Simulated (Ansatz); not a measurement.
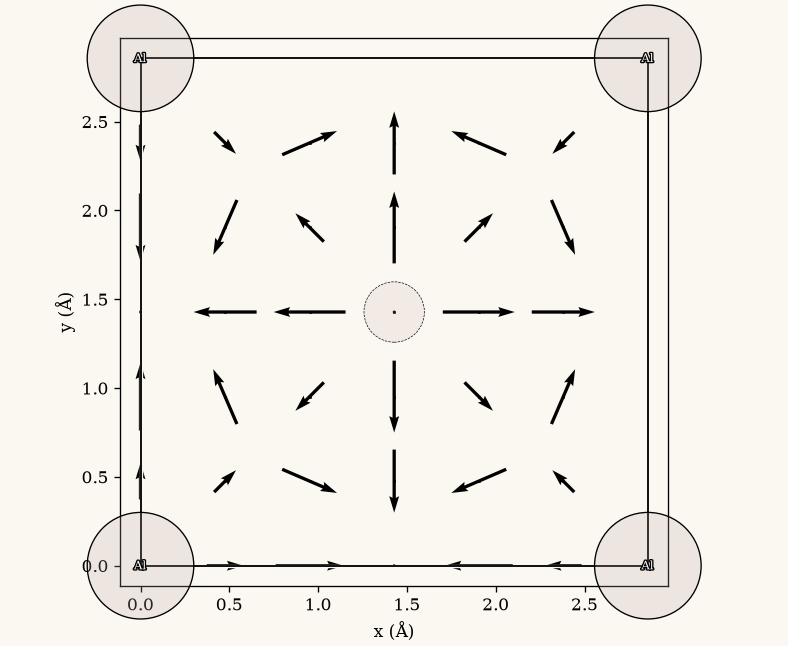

H on an Al(100) slab cut from the Fm-3m phase, its upper half relaxed before the scan (12 atoms of substrate and one adsorbate in a 2 × 2 cell). 
- H is moved over the surface cell; relaxed at each place: the height of the adsorbate's atoms; substrate rigid; the origin of the map has the adsorbate above Al9.
- Places are given modulo a cell vector. The map is drawn in real space over the plane of the surface.
- The grid has 6 × 6 points; 10 points were computed and 26 follow by symmetry.
- Places are given in fractions of the 1 × 1 surface cell.
- These are results of DFT PBE, scalar-relativistic, plane waves, PAW in Ansatz 0.2.0, not measurements. Settings: cutoff 420 eV, k-mesh 5×5×1, gaussian smearing 0.1 eV, no spin polarisation.

In the figure: dots at the grid points, arrows along the force (downhill), their lengths compressed, labelled circles for the atoms of the top layer and small ones for the second layer, the outline of one cell of the plane.

Question: The arrows alone are given. Where are the wells?

Answer: The arrows converge at a bridge site between two Al atoms, (0/6, 3/6) of the cell vectors; a bridge site between two Al atoms, (3/6, 0/6) of the cell vectors (read from the interpolated surface).

The energy map of the same scan:

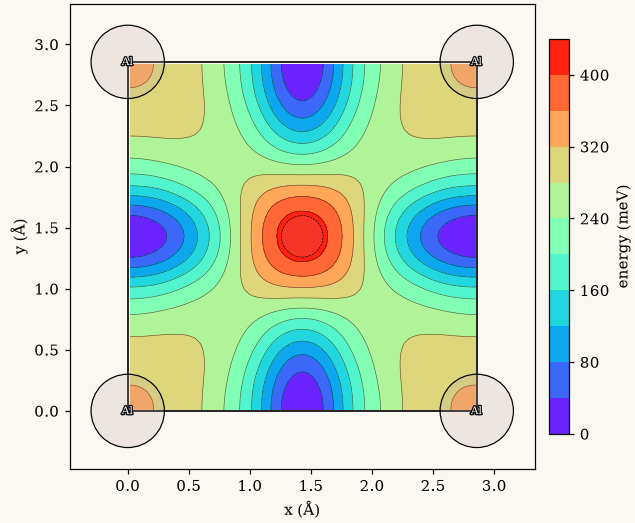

Energies are in meV, from the lowest grid point; between grid points the surface is interpolated.

PAW datasets: the set soft_1.
